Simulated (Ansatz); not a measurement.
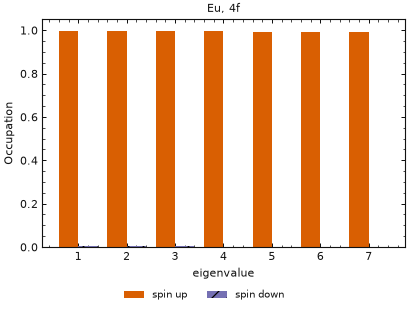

Eigenvalues of the local occupation matrix of the f shell (Löwdin-orthogonalised atomic projectors).

System: EuS, space group Fm-3m, 2 atoms in the cell, rocksalt type.

```yaml
crystal:
  lattice:
    - [0.00000, 2.97850, 2.97850]
    - [2.97850, 0.00000, 2.97850]
    - [2.97850, 2.97850, 0.00000]
  atoms:
    - { symbol: Eu, position: [0.50000, 0.50000, 0.50000] }
    - { symbol: S, position: [0.00000, 0.00000, 0.00000] }
```

Ansatz 0.2.0; DFT r2SCAN+U, scalar-relativistic, plane waves, PAW, Ueff = 3 eV on Eu f, spin-polarised, 6×6×6 k mesh, 500 eV cutoff, Gaussian smearing of 0.05 eV.

### How many states of the shell are filled, counting eigenvalues over 0.6?

Counting eigenvalues over 0.6 as filled, Eu has 7 filled f states (f⁷), 7 up and 0 down; the eigenvalues sum to 7.0.

Start of the run: ferromagnetic start, free, symmetry kept, no search. Such runs often end in metastable states, so this need not be the lowest one. Spin-orbit coupling is left out, which matters for Eu.
